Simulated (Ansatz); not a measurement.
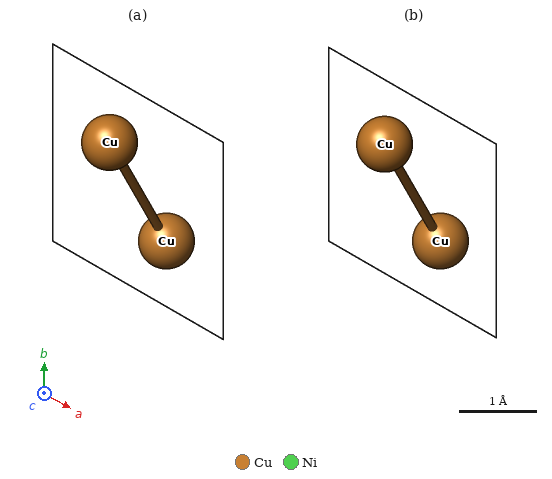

The structure of a crystal of Cu₃Ni₂ (a generated structure, set up in P-6m2) before (left) and after (right) a relaxation, at one scale.

A ball-and-stick model of the cell of the calculation, seen along the c axis.

The calculation used Ansatz 0.2.0, DFT PBE, scalar-relativistic, plane waves, PAW. Set-up: plane-wave cutoff 420 eV; k-point mesh 18 × 18 × 2; occupations gaussian; smearing width 0.1 eV; no spin polarisation; cell and atoms relaxed; force threshold 0.01 eV/Å; at most 80 steps.

**Describe what moved and what it gained.**

The largest moves relative to the cell, 0.045 Å, are those of Cu atoms. By element the largest moves are Cu 0.045 Å, Ni 0.029 Å. Cell: a = b 2.561 → 2.517 Å (−1.7 %), c 20.567 → 20.882 Å (+1.5 %). Volume −2.0 %. Among the contacts that change: Cu–Cu 2.533 → 2.581 Å, Ni–Ni 2.561 → 2.517 Å, Cu–Cu 2.561 → 2.517 Å, Cu–Ni 2.533 → 2.538 Å. The space group stays P-6m2 (No. 187). Over 4 accepted moves (5 points after the start) the energy falls by 8.2 meV per atom. The largest force component goes from 0.26 to 0.00037 eV/Å. Pressure: −3.02 GPa at the start and 0.03 GPa at the end. The SCF was repeated once at an unchanged geometry on a basis and grid sized afresh for the cell, which shifted the energy by 0.2 meV per atom at most.

Limits of the set-up: an element that often carries a moment was run without spin polarisation.
